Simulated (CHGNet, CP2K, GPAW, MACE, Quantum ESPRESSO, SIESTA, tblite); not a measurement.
# Running Nb(100)/C(110) interface (80 atoms) with CP2K

How do the settings of CP2K change the result for Nb(100)/C(110) interface (80 atoms)? A plane-wave run serves as the yardstick.

Main program and level: CP2K 2026.2; the method is named at each step.

### 1. The structure

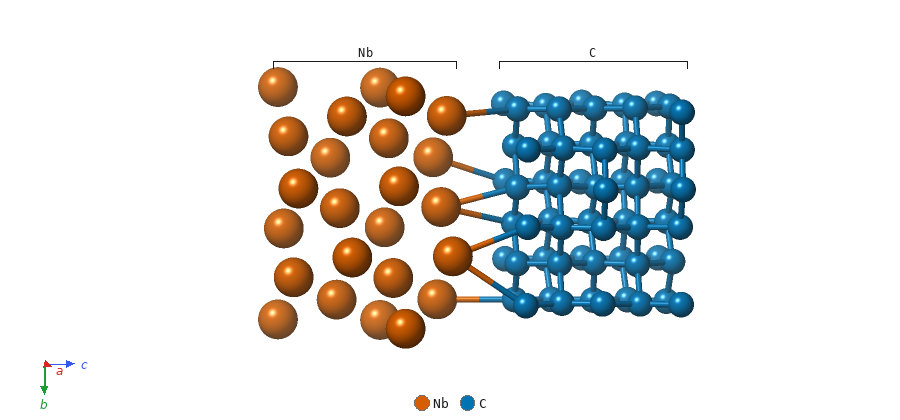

The starting structure, seen from the side, with the c axis across the page (niobium orange, carbon blue). Some periodic images of atoms are drawn too.

The cell holds 80 atoms: 20 Nb and 60 C. Cell: a = 7.134 Å, b = 7.567 Å, c = 24.460 Å, α = 90.0°, β = 90.0°, γ = 90.0°. Bcc Nb(100), 4 repeat layers, 5 surface cells, strained -3.32 and +2.54 %; diamond-structure C(110), 5 layers, 6 cells, -0.00 and -0.00 %; outer planes 2.45 Å apart, 12 Å of vacuum above; not relaxed, displaced by a Gaussian of 0.02 Å. Then every atom was moved at random, 0.02 Å r.m.s. a Cartesian component. Regions: Nb, 20 atoms (20 Nb); C, 60 atoms (60 C). Vacuum lies along c.

The yardstick, on the same geometry:

* method: Kohn-Sham DFT, PBE, SSSP efficiency 1.3.0 pseudopotentials, plane waves (Quantum ESPRESSO 7.5); sssp-pbe-1.3.0-efficiency, cutoffs 45/360 Ry, Γ point
* r.m.s. force component: 1.838 eV/Å
* longest force: 6.633 eV/Å
* time: 4.8 min on 4 MPI ranks of Arm Neoverse V1, shared host
* CPU time: 19 min

### 2. PBE, DZVP-MOLOPT-SR, 600/50 Ry, diagonalisation

Method: Kohn-Sham DFT, PBE, GTH-PBE pseudopotentials, Gaussian and plane waves, DZVP-MOLOPT-SR-GTH, diagonalisation.

Contents of input.inp:

```
&GLOBAL
  PROJECT cell
  RUN_TYPE ENERGY_FORCE
  PRINT_LEVEL LOW
&END GLOBAL
&FORCE_EVAL
  METHOD QS
  &DFT
    BASIS_SET_FILE_NAME BASIS_MOLOPT
    POTENTIAL_FILE_NAME GTH_POTENTIALS
    &MGRID
      CUTOFF 600
      REL_CUTOFF 50
      NGRIDS 5
    &END MGRID
    &QS
      EPS_DEFAULT 1.0E-12
    &END QS
    &SCF
      SCF_GUESS ATOMIC
      EPS_SCF 5.0E-06
      MAX_SCF 200
      ADDED_MOS 45
      &DIAGONALIZATION
        ALGORITHM STANDARD
      &END DIAGONALIZATION
      &SMEAR ON
        METHOD FERMI_DIRAC
        ELECTRONIC_TEMPERATURE [K] 580
      &END SMEAR
      &MIXING
        METHOD BROYDEN_MIXING
        ALPHA 0.2
        NBROYDEN 12
        BETA 0.05
      &END MIXING
      &PRINT
        &RESTART OFF
        &END RESTART
      &END PRINT
    &END SCF
    &XC
      &XC_FUNCTIONAL PBE
      &END XC_FUNCTIONAL
    &END XC
    &PRINT
      &MULLIKEN ON
      &END MULLIKEN
      &HIRSHFELD ON
        SHAPE_FUNCTION DENSITY
      &END HIRSHFELD
      &MO ON
        EIGENVALUES T
        OCCUPATION_NUMBERS T
        MO_INDEX_RANGE 239 262
        &EACH
          QS_SCF 0
        &END EACH
        ADD_LAST NUMERIC
      &END MO
    &END PRINT
  &END DFT
  &SUBSYS
    &CELL
      A 7.13400 0.00000 0.00000
      B 0.00000 7.56670 0.00000
      C 0.00000 0.00000 24.45984
    &END CELL
    &TOPOLOGY
      COORD_FILE_NAME structure.xyz
      COORD_FILE_FORMAT XYZ
    &END TOPOLOGY
    &KIND Nb
      BASIS_SET DZVP-MOLOPT-SR-GTH-q13
      POTENTIAL GTH-PBE-q13
    &END KIND
    &KIND C
      BASIS_SET DZVP-MOLOPT-SR-GTH-q4
      POTENTIAL GTH-PBE-q4
    &END KIND
  &END SUBSYS
  &PRINT
    &FORCES ON
    &END FORCES
  &END PRINT
&END FORCE_EVAL
```

Contents of structure.xyz:

```xyz
80

Nb 4.24609 6.01174 6.00807
Nb 6.42310 5.28723 7.67648
Nb 4.25408 6.04912 9.27199
Nb 3.53404 3.77488 10.92279
Nb 1.41424 4.53351 6.01859
Nb 3.61701 3.79228 7.59625
Nb 1.42709 4.51149 9.32067
Nb 0.73530 2.26713 10.99005
Nb 5.75443 3.05997 5.98752
Nb 0.71347 2.26433 7.62438
Nb 5.71348 3.00617 9.28814
Nb 4.97190 0.74895 10.93795
Nb 2.86701 1.47634 6.00073
Nb 4.95578 0.75274 7.67061
Nb 2.89676 1.55359 9.28593
Nb 2.10660 6.83863 10.96510
Nb 0.05072 7.55089 5.98508
Nb 2.12857 6.83031 7.66351
Nb 7.12565 0.01960 9.33828
Nb 6.39463 5.26726 10.97366
C 6.26593 1.81094 13.45316
C 3.65197 0.59051 13.41133
C 4.47880 0.56387 14.67419
C 5.38952 1.79883 14.70892
C 6.27014 1.84226 15.96053
C 3.62158 0.58248 15.94586
C 4.49513 0.54616 17.16518
C 5.38446 1.79762 17.16543
C 6.33157 1.83265 18.48895
C 3.58755 0.52937 18.40725
C 6.26972 4.33292 13.43848
C 3.61630 3.14056 13.41206
C 4.47873 3.05604 14.67835
C 5.44110 4.37703 14.64900
C 6.25873 4.37590 15.92433
C 3.65625 3.13912 15.98964
C 4.50355 3.09924 17.22437
C 5.34579 4.38127 17.16102
C 6.25416 4.35267 18.43685
C 3.59097 3.09001 18.49311
C 2.62488 1.82910 13.44264
C 0.04644 0.54889 13.38100
C 0.89025 0.59936 14.65903
C 1.84778 1.79679 14.68495
C 2.72048 1.77764 15.95736
C 0.04116 0.53307 15.93999
C 0.95267 0.59686 17.23685
C 1.81282 1.81624 17.21092
C 2.69965 1.83356 18.45324
C 0.01569 0.57916 18.39404
C 6.25588 6.88850 13.37880
C 3.65753 5.61676 13.40644
C 4.53366 5.59111 14.68740
C 5.42170 6.84408 14.66123
C 6.23262 6.84453 15.89865
C 3.63370 5.60927 15.93852
[... 20 atom lines left out ...]
C 0.93998 5.58854 17.14415
C 1.84578 6.88668 17.22168
C 2.67732 6.90840 18.40212
C 0.04081 5.60602 18.44688
```

Run with:

```
$ OMP_NUM_THREADS=1 mpirun -np 4 cp2k.psmp -i input.inp > output.txt
```

Numbers of over 12 decimals in the logs are rounded to 6 here.

The log of the run:

```text
CP2K| version string:                                       CP2K version 2026.2
 CP2K| Input file name                                                 input.inp
 GLOBAL| Basis set file name                                        BASIS_MOLOPT
 GLOBAL| Potential file name                                      GTH_POTENTIALS
 GLOBAL| Run type                                                   ENERGY_FORCE
 GLOBAL| Total number of message passing processes                             4
 GLOBAL| Number of threads for this process                                    1
 TOTAL NUMBERS AND MAXIMUM NUMBERS
  Total number of            - Atomic kinds:                                   2
                             - Atoms:                                         80
                             - Shell sets:                                    80
                             - Shells:                                       460
                             - Primitive Cartesian functions:                440
                             - Cartesian basis functions:                   1460
                             - Spherical basis functions:                   1300
  Maximum angular momentum of- Orbital basis functions:                        3
                             - Local part of the GTH pseudopotential:          2
                             - Non-local part of the GTH pseudopotential:      4
 SCF PARAMETERS         Density guess:                                    ATOMIC
                        max_scf:                                             200
                        eps_scf:                                        5.00E-06
                        added MOs                                        45    0
                        Mixing method:                            BROYDEN_MIXING
                                                charge density mixing in g-space
                        Smear method:                                FERMI_DIRAC
                        Electronic temperature [K]:                        580.0
                        Electronic temperature [a.u.]:                  1.84E-03
                        Accuracy threshold:                             1.00E-10
 Extrapolation method: initial_guess
 Number of electrons:                                                        500
 Number of occupied orbitals:                                                250
 Number of molecular orbitals:                                               295
 Number of orbital functions:                                               1300
 Number of independent orbital functions:                                   1300
 SCF WAVEFUNCTION OPTIMIZATION
  Step     Update method      Time    Convergence         Total energy    Change
     1 NoMix/Diag. 0.20E+00    6.3     0.91868434     -1486.5128901342 -1.49E+03
     2 Broy./Diag. 0.20E+00    8.7    10.86538285     -1492.5996130877 -6.09E+00
     3 Broy./Diag. 0.20E+00    8.7    10.52049619     -1322.7194307861  1.70E+02
     4 Broy./Diag. 0.20E+00    8.7     1.25795468     -1491.4389685225 -1.69E+02
[...]
42 Broy./Diag. 0.20E+00    8.9     0.00000549     -1481.4530605748  3.78E-06
    43 Broy./Diag. 0.20E+00    8.8     0.00000476     -1481.4530316722  2.89E-05
  *** SCF run converged in    43 steps ***
  Electronic density on regular grids:       -500.0000000000        0.0000000000
  Core density on regular grids:              499.9999999996       -0.0000000004
  Total charge density on r-space grids:       -0.0000000004
  Total charge density g-space grids:          -0.0000000004
  Overlap energy of the core charge distribution:               9.86624e-07
  Self energy of the core charge distribution:              -2872.883946
  Core Hamiltonian energy:                                    714.766739
  Hartree energy:                                             918.124309
  Exchange-correlation energy:                               -241.441215
  Electronic entropic energy:                                  -0.018920
  Fermi energy:                                                 0.176675
  Total energy:                                             -1481.453032
  Total energy (extrapolated to T->0):                      -1481.443572
 MO| EIGENVALUES AND OCCUPATION NUMBERS
 MO|
 MO|  Index      Eigenvalue [a.u.]        Eigenvalue [eV]             Occupation
 MO|    239               0.164682               4.481232               1.997085
 MO|    240               0.164740               4.482793               1.996992
 MO|    241               0.166246               4.523793               1.993182
[...]
MO|    261               0.192827               5.247080               0.000303
 MO|    262               0.194765               5.299832               0.000106
 MO| Sum:                                                             500.000000
 MO| E(Fermi):            0.176675 a.u.          4.807577 eV
 !-----------------------------------------------------------------------------!
                     Mulliken Population Analysis
 #  Atom  Element  Kind  Atomic population                           Net charge
       1     Nb       1         12.988992                              0.011008
       2     Nb       1         13.013953                             -0.013953
       3     Nb       1         13.063274                             -0.063274
[...]
79     C        2          3.982594                              0.017406
      80     C        2          3.983831                              0.016169
 # Total charge                            500.000000                  0.000000
 !-----------------------------------------------------------------------------!
 !-----------------------------------------------------------------------------!
                           Hirshfeld Charges
  #Atom  Element  Kind  Ref Charge     Population                    Net charge
      1       Nb     1      13.000         12.941                         0.059
      2       Nb     1      13.000         13.044                        -0.044
      3       Nb     1      13.000         13.046                        -0.046
[...]
79       C      2       4.000          4.014                        -0.014
     80       C      2       4.000          4.012                        -0.012
  Total Charge                                                            0.001
 !-----------------------------------------------------------------------------!
 ENERGY| Total FORCE_EVAL ( QS ) energy [hartree]          -1481.453024
 FORCES| Atomic forces [hartree/bohr]
 FORCES|   Atom     x               y               z               |f|
 FORCES|      1  3.75829643E-03 -9.40604299E-04 -9.91548036E-03   1.06454816E-02
 FORCES|      2  8.09880405E-04  7.87122013E-03 -7.19541205E-03   1.06951376E-02
 FORCES|      3 -4.19529272E-05  4.77748875E-03  5.29047613E-03   7.12848486E-03
[...]
FORCES|     79  1.26973486E-01 -2.52312760E-02  2.54358866E-02   1.31931299E-01
 FORCES|     80 -9.38031609E-02  7.76057697E-03 -1.74647697E-02   9.57302342E-02
 FORCES| Sum     9.79654086E-05 -2.83180444E-05 -8.64719605E-06
 FORCES| Total atomic force                                       1.02342107E-04
```

Run time: 6.7 min. Hardware: 4 MPI ranks of Arm Neoverse V1, shared host; peak memory 6.2 GiB; 27 min of CPU time.

Banners, paths, timers and routine set-up lines are dropped from the logs unmarked, and long logs keep their key lines alone; longer cuts are marked.

Numbers from this run, and their distance from the reference:

```
r.m.s. force component                  : 1.886 eV/Å
r.m.s. difference of force components   : 59.92 meV/Å
longest difference of force vectors     : 240.8 meV/Å
force difference over r.m.s. force      : 3.26 %
slope of forces against the reference's : 1.026
correlation of force components         : 0.9998
```

Length of the force difference by element (eV/Å):

```csv
element,atoms,mean,most
C,60,0.11,0.24
Nb,20,0.025,0.056
```

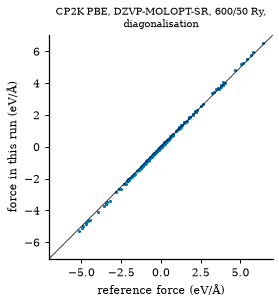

Force components against those of the reference; the line marks equality.

Local excerpt of 9 atoms (numbers count through the whole input) about Nb16, whose charge lies farthest from its element's mean; x, y, z are measured from there.

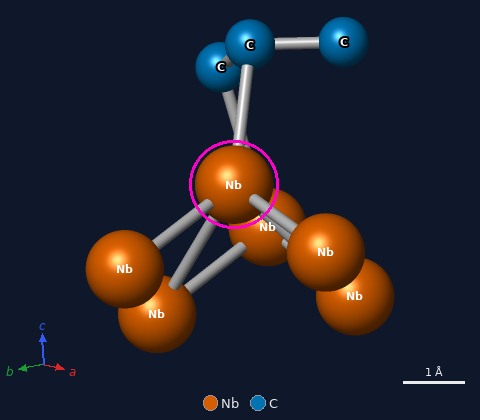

The atoms of the table, within 3.2 Å (arrows a, b, c point along x, y, z); some may hide others; the central atom is ringed.

```csv
atom,x,y,z,distance (Å),Hirshfeld charge (e),Fx,Fy,Fz (eV/Å)
Nb16,0.00,0.00,0.00,0.00,0.20,-0.25,0.07,3.87
C71,0.60,-0.01,2.46,2.53,-0.10,3.39,0.62,-0.86
Nb19,-2.11,0.75,-1.63,2.77,-0.04,0.01,-0.31,-0.27
Nb3,2.15,-0.79,-1.69,2.85,-0.05,0.00,0.25,0.27
Nb7,-0.68,-2.33,-1.64,2.93,-0.04,0.01,0.22,-0.37
Nb15,0.79,2.28,-1.68,2.94,-0.05,-0.48,-0.32,-0.15
C52,1.55,-1.22,2.44,3.14,-0.02,-4.63,0.01,0.75
C22,1.55,1.32,2.45,3.18,-0.08,-4.13,0.19,-1.06
Nb12,2.87,1.48,-0.03,3.22,0.17,0.71,-0.83,3.79
```

Forces lie 3.3 % from the reference's, at 1.4 times its CPU time.

The difference per atom is largest on C (0.11 eV/Å on average, against 0.025 on Nb).

### 3. PBE, DZVP-MOLOPT-SR, 300/50 Ry, diagonalisation

Method: Kohn-Sham DFT, PBE, GTH-PBE pseudopotentials, Gaussian and plane waves, DZVP-MOLOPT-SR-GTH, diagonalisation.

Edit input.inp of step 2 so:

```diff
@@ -11,5 +11,4 @@
     &MGRID
-      CUTOFF 600
+      CUTOFF 300
       REL_CUTOFF 50
-      NGRIDS 5
     &END MGRID
```

structure.xyz is that of step 2.

Run with:

```
$ OMP_NUM_THREADS=2 cp2k.psmp -i input.inp > output.txt
```

The log of the run:

```text
CP2K| version string:                                       CP2K version 2026.2
 CP2K| Input file name                                                 input.inp
 GLOBAL| Basis set file name                                        BASIS_MOLOPT
 GLOBAL| Potential file name                                      GTH_POTENTIALS
[... lines left out ...]
                        Smear method:                                FERMI_DIRAC
[... lines left out ...]
 Number of electrons:                                                        500
[... lines left out ...]
  Step     Update method      Time    Convergence         Total energy    Change
[... lines left out ...]
  *** SCF run converged in    43 steps ***
[... lines left out ...]
  Fermi energy:                                                 0.176675
  Total energy:                                             -1481.452966
  Total energy (extrapolated to T->0):                      -1481.443507
[... lines left out ...]
 MO| E(Fermi):            0.176675 a.u.          4.807579 eV
[... lines left out ...]
     80       C      2       4.000          4.012                        -0.012
  Total Charge                                                            0.001
 !-----------------------------------------------------------------------------!
 ENERGY| Total FORCE_EVAL ( QS ) energy [hartree]          -1481.452958
 FORCES| Atomic forces [hartree/bohr]
 FORCES|   Atom     x               y               z               |f|
 FORCES|      1  3.76947619E-03 -9.35219547E-04 -9.90650722E-03   1.06406049E-02
 FORCES|      2  8.14475111E-04  7.87442621E-03 -7.20767296E-03   1.07060967E-02
 FORCES|      3 -1.87158779E-05  4.78178987E-03  5.28613295E-03   7.12804785E-03
[...]
FORCES|     79  1.26718611E-01 -2.53428623E-02  2.55687343E-02   1.31733167E-01
 FORCES|     80 -9.39486460E-02  7.34953954E-03 -1.75441833E-02   9.58549017E-02
 FORCES| Sum    -4.38300298E-04 -3.59382061E-03 -5.74043242E-04
 FORCES| Total atomic force                                       3.66567584E-03
```

The job ended after 11 min (2 threads; peak memory 1.8 GiB).

Numbers from this run, and their distance from the reference:

* r.m.s. force component: 1.886 eV/Å
* r.m.s. difference of force components: 61.88 meV/Å
* longest difference of force vectors: 243.5 meV/Å
* force difference over r.m.s. force: 3.366 %
* slope of forces against the reference's: 1.026
* correlation of force components: 0.9998
* energy less the same-level run's: 0.0223 meV/atom
* r.m.s. force difference from the same-level run: 11.14 meV/Å

This is a coarse setting, run to see what it loses.

Against the first run (3.3 %), the force difference from the reference is 3.4 %, at 0.76 times the CPU time (on 2 against 4 cores): the change moves forces by 11 meV/Å r.m.s., so most of the difference comes from elsewhere.

The difference per atom is largest on C (0.11 eV/Å on average, against 0.025 on Nb).

### 4. The ladder

Differences are against the plane-wave reference, forces as r.m.s. over components; share is that over the reference's r.m.s. force, slope the least-squares factor from reference forces to these. Total energies of different programs have different zeros and aren't compared.

```csv
run,"Δ force, r.m.s. (meV/Å)",share (%),slope,cores,CPU time,memory (GiB)
reference,-,-,-,4,19 min,2.7
"CP2K PBE, DZVP-MOLOPT-SR, 600/50 Ry, diagonalisation",59.9,3.26,1.026,4,27 min,6.2
"CP2K PBE, DZVP-MOLOPT-SR, 300/50 Ry, diagonalisation (coarse)",61.9,3.37,1.026,2,20 min,1.8
```

Rows marked coarse were listed beforehand as settings not expected to be converged; some can still land near the reference.

CPU time is summed over cores on a shared host, where runs went side by side, so it is rough. Symmetry, cutoffs, thresholds, outputs and thread counts weren't matched or tuned between programs; memory under MPI is the largest rank's times the ranks.

Within one program, basis, potentials and functional, energies share a zero. Each run against its twin at the usual cutoff or grid and solver:

```csv
run,twin,Δ energy (meV/atom),"Δ force, r.m.s. (meV/Å)",CPU time over the twin's
"CP2K PBE, DZVP-MOLOPT-SR, 300/50 Ry, diagonalisation","DZVP-MOLOPT-SR, 600/50 Ry, diagonalisation",0.0223,11.1,0.76 (this twin ran on 4 cores)
```

A second geometry, displaced anew (every atom was moved at random, 0.04 Å r.m.s. a Cartesian component), gives an energy difference that all programs can be tested on. The reference puts it at 39.27 meV/atom.

```csv
run,energy less the first geometry's (meV/atom),error (meV/atom),force share at the second geometry (%)
"CP2K PBE, DZVP-MOLOPT-SR, 600/50 Ry, diagonalisation",39.86,0.589,2.32
"CP2K PBE, DZVP-MOLOPT-SR, 300/50 Ry, diagonalisation",39.83,0.556,2.35
```

### 5. Summary of results

| Item | Value |
| --- | --- |
| nearest in forces | CP2K PBE, DZVP-MOLOPT-SR, 600/50 Ry, diagonalisation, 3.3 % |
| its CPU time | 27 min |

**Reading.** The PBE run in local orbitals, coarse settings apart, differs by 3.3 % (CP2K PBE, DZVP-MOLOPT-SR, 600/50 Ry, diagonalisation); basis, grid and potentials can all enter. Runs with settings chosen to be coarse differ by 3.4 % (CP2K PBE, DZVP-MOLOPT-SR, 300/50 Ry, diagonalisation), their programs' other errors included. None of the electronic-structure runs in the table takes under half the reference's CPU time of 19 min; they take 1.1 to 1.4 times as much. All runs miss the energy difference between the two geometries, 39.3 meV/atom in the reference, by about 0.56 meV/atom. The host structure and its lattice constant were typed by rule, without a check against the phase diagram. The electronic-structure runs sample only Γ, in a cell whose shortest periodic width is 7 Å, which is coarse for a cell with partly filled levels.

[Also dropped from logs without a mark: logging warnings of Python, and SIESTA's first energy breakdown and zero terms.]

[Logs are printed without paths, hosts, clocks, repeated set-up lines and the standing remarks that a program may print on its own settings, such as how far it seeks lower states.]

[Hosts, paths, dates, database ids (printed as entryN), source tags and the programs' standing remarks are cut or masked in the printed files.]
